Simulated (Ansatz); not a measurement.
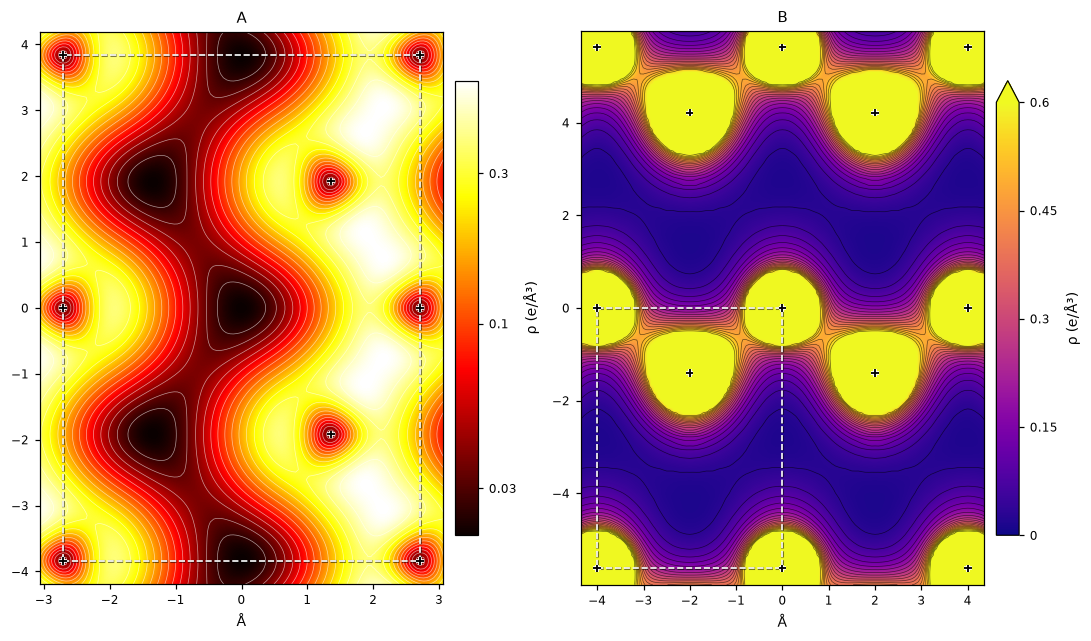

The valence charge density (pseudo) of 2 systems, each on a plane through atoms (crosses mark nuclei in the plane).

These are results of DFT HSE06, spin-orbit coupling, plane waves, PAW in Ansatz, not measurements.

System 1: Si, the (101) plane of the conventional cell. Space group Fd-3m; a generated structure, not necessarily the stable one.

```cif
data_structure
_symmetry_space_group_name_H-M 'P 1'
_symmetry_Int_Tables_number 1
_cell_length_a 5.4283
_cell_length_b 5.4283
_cell_length_c 5.4364
_cell_angle_alpha 90.000
_cell_angle_beta 90.000
_cell_angle_gamma 90.000
_cell_volume 160.19
loop_
_atom_site_label
_atom_site_type_symbol
_atom_site_fract_x
_atom_site_fract_y
_atom_site_fract_z
_atom_site_occupancy
Si1 Si 0.50000 0.00000 0.00000 1
Si2 Si 0.00000 0.50000 0.00000 1
Si3 Si 0.00000 0.00000 0.50000 1
Si4 Si 0.50000 0.50000 0.50000 1
Si5 Si 0.75000 0.25000 0.25000 1
Si6 Si 0.25000 0.75000 0.25000 1
Si7 Si 0.25000 0.25000 0.75000 1
Si8 Si 0.75000 0.75000 0.75000 1
```

System 2: GaAs, the (010) plane of the conventional cell. Space group I-4m2; a generated structure, not necessarily the stable one.

```cif
data_structure
_symmetry_space_group_name_H-M 'P 1'
_symmetry_Int_Tables_number 1
_cell_length_a 4.0073
_cell_length_b 4.0073
_cell_length_c 5.6247
_cell_angle_alpha 90.000
_cell_angle_beta 90.000
_cell_angle_gamma 90.000
_cell_volume 90.32
loop_
_atom_site_label
_atom_site_type_symbol
_atom_site_fract_x
_atom_site_fract_y
_atom_site_fract_z
_atom_site_occupancy
Ga1 Ga 0.00000 0.00000 0.00000 1
Ga2 Ga 0.50000 0.50000 0.50000 1
As1 As 0.00000 0.50000 0.25000 1
As2 As 0.50000 0.00000 0.75000 1
```

Question: Which map belongs to which system?

Answer: Panel A is system 1, Si: the plane holds Si. Si–Si (2.35 Å): the density is about 0.59 e/Å³ at the midpoint. Panel B is system 2, GaAs: the plane holds Ga and As. Ga–As (2.45 Å): ρ is about 0.51 e/Å³ halfway.
